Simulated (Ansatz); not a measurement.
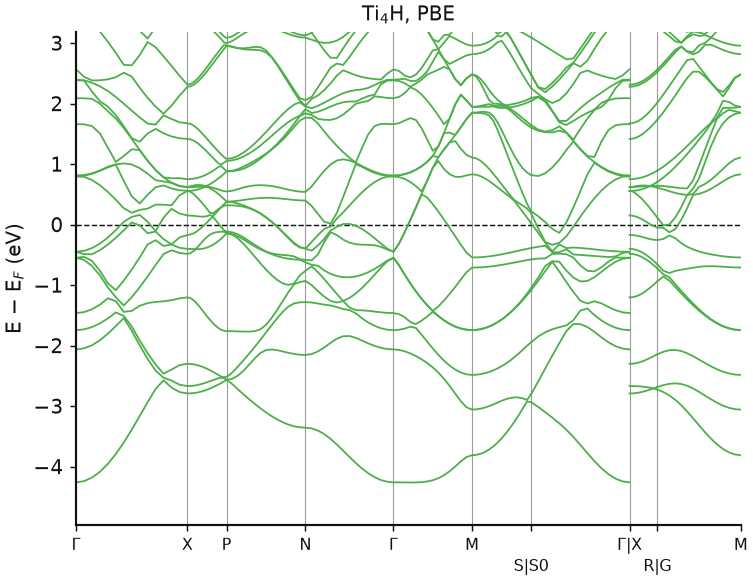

Band structure. Energies are counted from the Fermi level.

System: Ti₄H, space group I4/mmm (No. 139), 5 atoms in the cell.

Level of theory: DFT PBE, scalar-relativistic, plane waves, PAW, no spin polarisation, 12×12×12 k mesh, 420 eV cutoff, Gaussian smearing of 0.1 eV; code Ansatz.

Does this material conduct, going by its bands?

A metal: 4 bands cross the Fermi level along this path.

Which levels at Γ lie nearest to the Fermi level?

At Γ the nearest levels lie 0.45 eV below and 0.80 eV above the Fermi level.

The structure is an invented one, so it need not be a known or stable phase.
